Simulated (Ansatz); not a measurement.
**Run report: GaSb, single-point calculation**

The run: single-point calculation of GaSb (2 atoms in the cell). Method and program: DFT PBE, scalar-relativistic, plane waves, PAW, no spin polarisation (Ansatz 0.2.0).

The structure derives from an entry of the Crystallography Open Database.

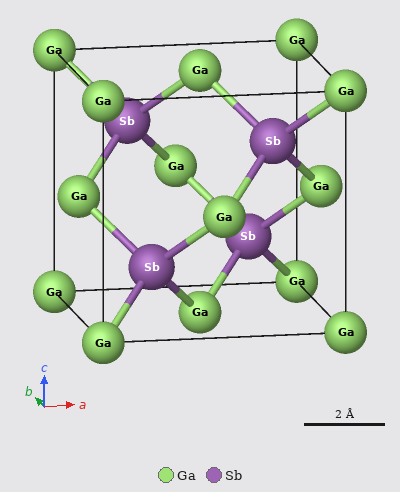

**Figure 1.** The input geometry (ball-and-stick view of the cell 4 times as large as that of the calculation, set on its symmetry axes, seen slightly off an axis). An atom can appear more than once, as a periodic image. Near neighbours in the periodic cell (some may lie outside the picture): Ga has 4 Sb at 2.69 Å; Sb has 4 Ga at 2.69 Å.

## Results in brief

| quantity | value |
| --- | --- |
| outcome | converged |
| space group (tolerance 0.01 Å) | F-43m (216) |
| electrons treated | 28 |
| free energy | −10267.8407 eV |
| Fermi energy | 7.243 eV |
| gap on the k-point mesh | none (metallic) |
| pressure | 0.00 GPa |
| largest force (length of the vector) | under 0.001 eV/Å |
| hardware | 2 threads of Intel Xeon @ 2.50GHz (Skylake/Cascade Lake), 189 GiB of memory available, shared host |
| wall time | 20 s (CPU time 38 s) |
| peak memory | 0.49 GiB |

## The input
```yaml
crystal:
  lattice:
    - [0.0, 3.1069206317, 3.1069206317]
    - [3.1069206317, 0.0, 3.1069206317]
    - [3.1069206317, 3.1069206317, 0.0]
  atoms:
    - { symbol: Ga, position: [0.0, 0.0, 0.0] }
    - { symbol: Sb, position: [0.75, 0.75, 0.75] }
basis:
  ecutwfc: 420
kpoints:
  mp_grid: { grid: [16, 16, 16] }
hamiltonian:
  xc: pbe
scf:
  occupations: { method: gaussian, width: 0.15 }
output:
  forces: true
  stress: true
  eigenvalues: true
  write_density: true
  write_potential: true
  elf: true
  volumetric_format: npy
```

Launch command:
```bash
ansatz run input.yaml --threads 2 --pin off --max-ram 5120MiB --backend cpu --events-out ev --progress --plain --runs-dir out
```

## Output
```
Engine: ansatz 0.2.0, x86_64-unknown-linux-gnu
Pseudopotentials: kind: paw
Pseudopotential: Ga, paw, valence charge 13, recommended cutoff 420 eV (normal), Ga.paw.azcp
Pseudopotential: Sb, paw, valence charge 15, recommended cutoff 420 eV (normal), Sb.paw.azcp
Functional definition: PBE
  parameter kappa = 0.804
  parameter beta = 0.06672455060314922
  exchange = pbe_x(kappa = kappa, mu = beta*pi^2/3)
  correlation = pbe_c(beta = beta)
Crystal: 2 atoms, lattice volume = 59.982 Å³
Basis set: ecut = 420 eV, 1211 PW (Γ), exchange–correlation on 60×60×60 points (8 copies of the dense FFT grid, shifted against one another)
Bands: 18, of which v1, the nominal top of the filled ones, is band 14 counted from 1 (13 counted from 0)
Symmetry: 24 space group operations
Space group: F-43m (ITA 216), of the structure as read, at distance tolerance 3.9e-5 Å
k-points: 145 of 4096 (time reversal used)
Non-local potential: Ga, projectors of the file, l = 0: 2, l = 1: 2, l = 2: 3, l = 3: 1
Non-local potential: Sb, projectors of the file, l = 0: 2, l = 1: 2, l = 2: 2, l = 3: 2
PAW form: soft (Blöchl's): semilocal exchange-correlation on the pseudo side does not see the compensation charge
PAW one-centre angular grid: Ga, 590 points (default); XC on 64 Gauss nodes
PAW one-centre angular grid: Sb, 590 points (default); XC on 64 Gauss nodes
Initial density: superposition of atomic densities (neutral atoms: chi_scale 0, normalization atom), corrected by the library's trained network
Initial wavefunctions: pseudopotential atomic-orbital guess
Functional: x = pbe(κ = 0.804, μ = 0.2195149727645171), c = pbe(β = 0.06672455060314922)
SCF iter   1: F=—  HF=-10267.842124 eV  |F-HF|=—  |Δ(HF+E_count)|=         —  Δρ=1.37e-3  dr2=2.07e-3  ethr=1.77e-3  ⟨swp⟩=5.2  Hψ=12811  notcnv=0
preconditioner: auto → none  [insulator: Δε(μ)=0.306 eV  Ē_g=14.388 eV  σ=0.150 eV  W_gap=0.84  n_scr=14 (ndim 8)  ℏωp=20.3 eV  f_vac=0.105  D(μ)=0.02/eV (n_scr^D=0)  ε∞_Penn≈3.0]
SCF iter   2: F=—  HF=-10267.840705 eV  |F-HF|=—  |Δ(HF+E_count)|=   1.42e-3  Δρ=6.41e-4  dr2=2.93e-4  ethr=7.40e-6  ⟨swp⟩=2.1  Hψ=5149  notcnv=0
SCF iter   3: F=—  HF=-10267.840714 eV  |F-HF|=—  |Δ(HF+E_count)|=   9.37e-6  Δρ=2.85e-4  dr2=4.83e-5  ethr=1.05e-6  ⟨swp⟩=2.0  Hψ=3916  notcnv=0
SCF iter   4: F=—  HF=-10267.840732 eV  |F-HF|=—  |Δ(HF+E_count)|=   1.74e-5  Δρ=8.74e-5  dr2=3.36e-6  ethr=1.73e-7  ⟨swp⟩=2.0  Hψ=3916  notcnv=0
SCF iter   5: F=—  HF=-10267.840739 eV  |F-HF|=—  |Δ(HF+E_count)|=   7.28e-6  Δρ=4.26e-5  dr2=6.63e-7  ethr=1.20e-8  ⟨swp⟩=2.0  Hψ=4644  notcnv=0
SCF iter   6: F=-10267.840739 eV  HF=-10267.840739 eV  |F-HF|=1.73e-8  |Δ(HF+E_count)|=   2.08e-7  Δρ=1.32e-5  dr2=4.70e-8  ethr=3.57e-10  ⟨swp⟩=7.1  Hψ=17827  notcnv=0
SCF 1 converged in 6 iterations: F = -10267.840739 eV  dr2 = 4.70e-8
  greatest PAW one-centre occupation: 0.995 electrons in one spin orbital (limit 2), on the Sb atom at site 1 (counted from 0), in its partial waves of l = 2
SCF converged after 6 iterations
Free energy (F): -10267.840739 eV
Harris-Foulkes:  -10267.840739 eV  (|F-HF|=1.73e-8)
Internal energy: -10267.840546 eV  (E = F + TS)
E sigma→0 (E₀):  -10267.840642 eV
Entropy (-TS):   -0.000192 eV (-0.096 meV/atom)
Fermi energy:    7.243045 eV
--- Per-component energies (eV) ---
  E_band       = -274.902182
  E_kinetic    = 321.982177
  E_local      = -3975.776499  (includes V_loc(G=0)·N_el)
  E_nonlocal   = 786.971740
  E_hartree    = 1825.954587
  E_xc         = -206.852977
  E_vxc        = -153.312696  (∫ρ·V_xc dr)
  E_paw        = -6564.666111  (= ΣΔE_a)
  E_vpaw       = -906.687943  (= ΣTr[D̂ρ^β])
  E_aug_tail   = -0.000122  (compensation charges beyond the density's cutoff)
  E_ewald      = -2455.453340
  E_smearing   = -0.000192  (= −TS)
  E_closure    = -0.000000  (closes the sum)
  Σ components = -10267.840739   (vs F -10267.840739, Δ=0.00e0)
--- Forces (eV/Å), atoms counted from 1 ---
  atom   1  Ga    -0.00000000    -0.00000000     0.00000000
  atom   2  Sb     0.00000000    -0.00000000    -0.00000000
  max |Σ_I F_I| component: 4.63e-17 eV/Å
--- Stress (GPa, compression-positive) ---
       -0.003239       0.000000      -0.000000
        0.000000      -0.003239       0.000000
       -0.000000       0.000000      -0.003239
  P = ⅓ Tr σ = -0.0032 GPa (-0.032 kbar)
--- Band table (eV; the first three rows and the last of 145) ---
  k-point 0: bands = ["-21.5797", "-21.5797", "-21.5797", "-21.5639", "-21.5639", "-7.7998", "-7.7998", "-7.7998", "-7.7572", "-7.7572", "-4.0478", "6.8248", "7.1152", "7.1152", "7.1152", "9.9139", "9.9139", "9.9139"]
  k-point 1: bands = ["-21.5797", "-21.5796", "-21.5796", "-21.5639", "-21.5639", "-7.8007", "-7.7994", "-7.7994", "-7.7573", "-7.7573", "-4.0097", "6.0418", "7.0494", "7.0494", "7.6832", "10.0058", "10.0058", "10.0273"]
  k-point 2: bands = ["-21.5796", "-21.5794", "-21.5794", "-21.5638", "-21.5638", "-7.8033", "-7.7982", "-7.7982", "-7.7574", "-7.7574", "-3.8969", "5.0641", "6.8825", "6.8825", "7.9832", "10.2382", "10.2382", "10.4685"]
  k-point 144: bands = ["-21.5792", "-21.5778", "-21.5748", "-21.5643", "-21.5623", "-7.8333", "-7.7844", "-7.7800", "-7.7621", "-7.7576", "-1.7476", "0.6423", "3.9832", "4.1982", "10.6309", "11.4236", "11.4313", "11.8916"]
```

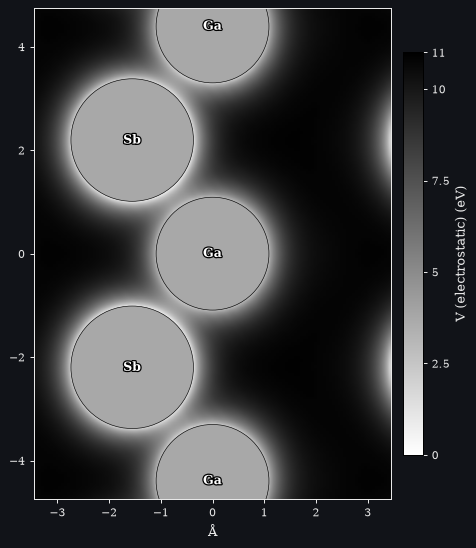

**Figure 2.** Electrostatic potential (local pseudopotential plus Hartree) felt by an electron on the (011) plane of the conventional cell. Grey discs, where drawn, cover atomic cores. Atoms in the plane: Ga and Sb. Outside the cores the potential energy rises away from the atoms and is highest about 2.7 Å from the nearest atoms; outside the discs it spans about 10 eV, and its zero is arbitrary. The fields are those of the smooth PAW valence density.

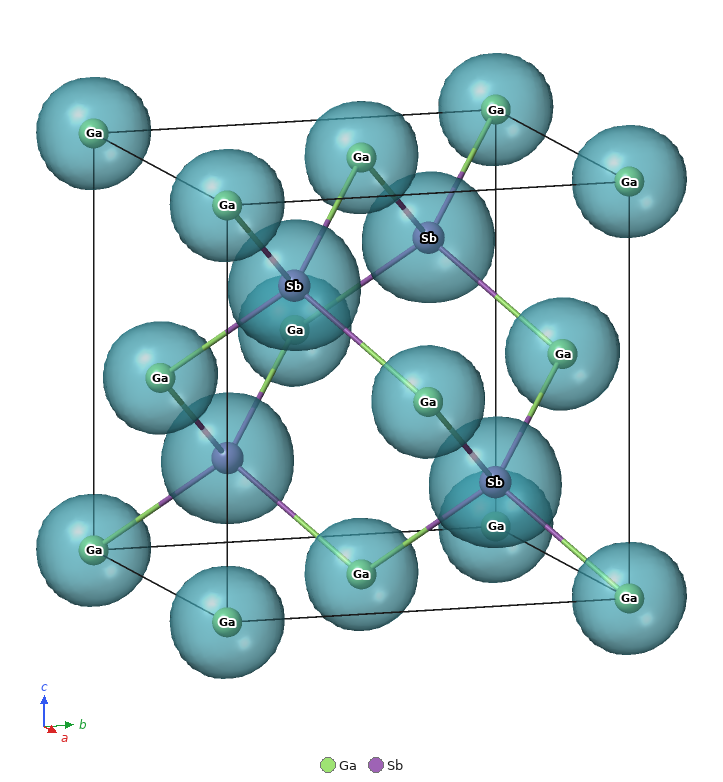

**Figure 3.** Isosurface of the valence pseudo-density at 0.6 e/Å³ (cyan), seen slightly off an axis. Sticks mark near contacts. The outline is the cell set on symmetry axes. At this value the density breaks into separate islands; it holds about 75 % of the electrons treated as valence (semicore included). It is pinched off along the Ga–Sb (2.69 Å) contacts. On the grid the lowest density along these lines, outside the cores, is 0.38 e/Å³ (Ga–Sb, 2.69 Å).

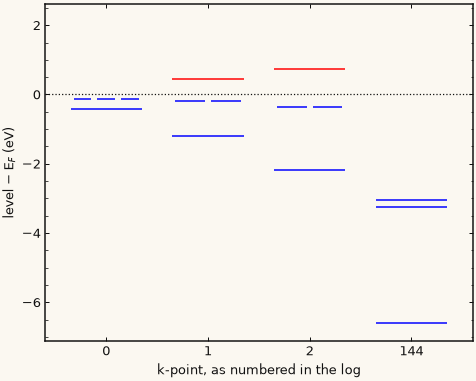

**Figure 4.** Kohn–Sham levels near the Fermi level (dotted) at the few k-points that the log prints; levels within 0.02 eV of each other stand side by side. The system is metallic on the full mesh.
